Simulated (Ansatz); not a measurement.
System: HfO₂, space group Fm-3m (No. 225).

Structure:
```yaml
crystal:
  lattice:
    - [0.00000, 2.55228, 2.55228]
    - [2.55228, 0.00000, 2.55228]
    - [2.55228, 2.55228, 0.00000]
  atoms:
    - { symbol: Hf, position: [0.00000, 0.00000, 0.00000] }
    - { symbol: O, position: [0.25000, 0.25000, 0.25000] }
    - { symbol: O, position: [0.75000, 0.75000, 0.75000] }
```

Method: optical phonons of an insulator on the approach to the zone centre along x, y and z with the field of polar modes, imaginary frequencies are negative, field response on a mesh refined by the program; plane waves with PAW datasets (Ansatz 0.2.0). Level: PBE, no spin polarisation.

```
    setting   value
wave cutoff  420 eV
     k mesh   8×8×8
occupations   fixed
   pressure  -1 GPa
```

Predict the polar optical modes, transverse and longitudinal, approaching the zone centre along x.

The transverse (TO, twofold) lines lie at 211.8 and the longitudinal (LO) ones at 600.4 cm⁻¹, the same along x, y and z by the cubic symmetry.

```csv
at,frequency (cm⁻¹),degeneracy,dipole strength ((D/Å)²/amu)
x,211.8,2,52.2
x,559.9,3,0
x,600.4,1,26.1
```

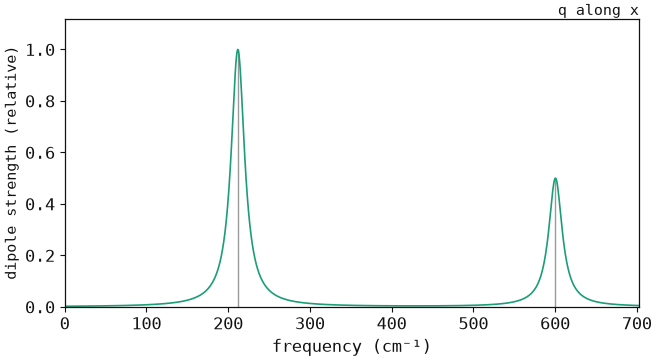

Lines are broadened by Lorentzians of 20 cm⁻¹ full width; the spectrum is scaled to its strongest line.
